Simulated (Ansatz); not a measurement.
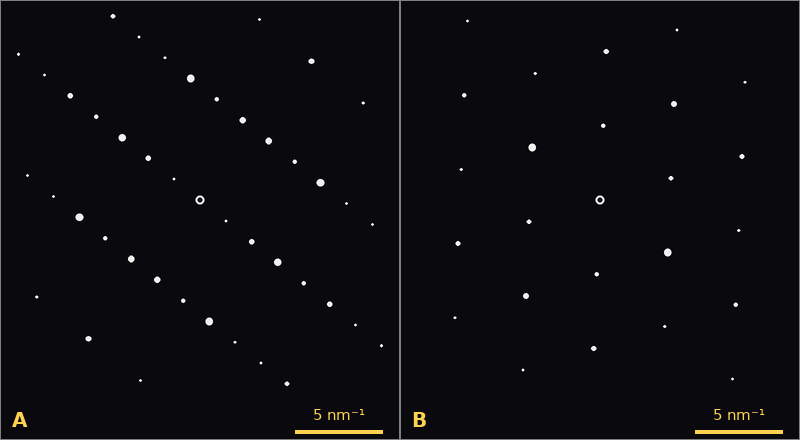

Kinematic electron diffraction patterns (120 kV, B = 0.5 Å², same scale, each along a low-index zone) of two structures of composition SiC, each relaxed at zero pressure with DFT PBE, scalar-relativistic, plane waves, PAW in Ansatz 0.2.0.

The structures (standard cells):
1. Fm-3m (No. 225), a = 4.057 Å, 8 atoms; generated start, possibly hypothetical
2. Cmcm (No. 63), a = 3.028 Å, b = 10.459 Å, c = 2.561 Å, 8 atoms; generated start, possibly hypothetical

Q: Which pattern belongs to which structure, and along which zone?

A: A is structure 2 along [101] or an equivalent direction: centred rectangular net of 0 2 0 (weak) at d = 5.23 Å and 1 1 -1 at d = 1.92 Å, 79.4° apart (some points of this net are extinct or too weak to see). B is structure 1 along [110] or an equivalent direction: centred rectangular net of -1 1 -1 at d = 2.34 Å and -1 1 1 at d = 2.34 Å, 70.5° apart.

Q: Rank the structures by their computed energy.

A: Structure 2 (Cmcm, 10.14 Å³ an atom) is the lowest of these; structure 1 (Fm-3m, 8.35 Å³ an atom) lies about 59 meV an atom higher. These are static energies at 0 K; other structures, not shown, may lie lower still.
